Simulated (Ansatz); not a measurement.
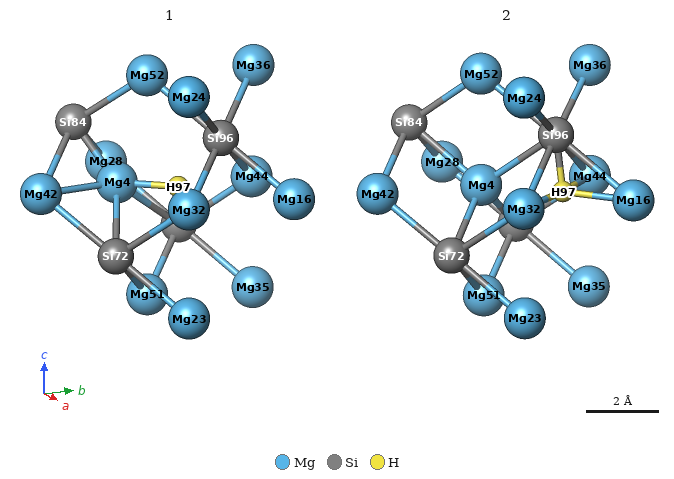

Two geometries of a defect cell of composition Mg₆₄Si₃₂H, drawn at one scale. One is the start of a relaxation, the other its converged end. Style: ball-and-stick. Shown: the atoms within 4.2 Å of the atom that moves most (axes of the cell of the calculation (origin shifted)), slightly off an axis.

The calculation used DFT, PBEsol, PAW, plane waves in Ansatz 0.2.0. Set-up: plane-wave cutoff 420 eV; k-point mesh 1 × 1 × 1; mesh shifted by (0.25, 0.25, 0.25); collinear spin; atoms relaxed in a fixed cell; force threshold 0.03 eV/Å; at most 80 steps.

### Which one is relaxed?

Structure 2 is the relaxed one. The H atom moves most: 1.45 Å along [1 1 0]. Largest moves by element: H 1.45 Å, Mg 0.83 Å, Si 0.10 Å. The cell stays as it was. Some distances before and after: H–Mg 3.536 → 2.156 Å, Mg–Si 3.531 → 2.810 Å, Mg–Si 2.089 → 2.712 Å, H–Mg 1.870 → 2.489 Å. New bonds form, among them: H–Si (1.99 → 1.62 Å), Mg–Si (3.53 → 2.81 Å). Bonds break, among them: H–Mg (1.87 → 2.49 Å). Bond angles that change, for instance: Si–Mg–Si 128.8° → 111.0°, Si–Mg–Si 101.1° → 110.1°. The energy falls by 2.685 eV per cell of the calculation in 11 geometry steps. The largest force component goes from 4.4 to 0.016 eV/Å.
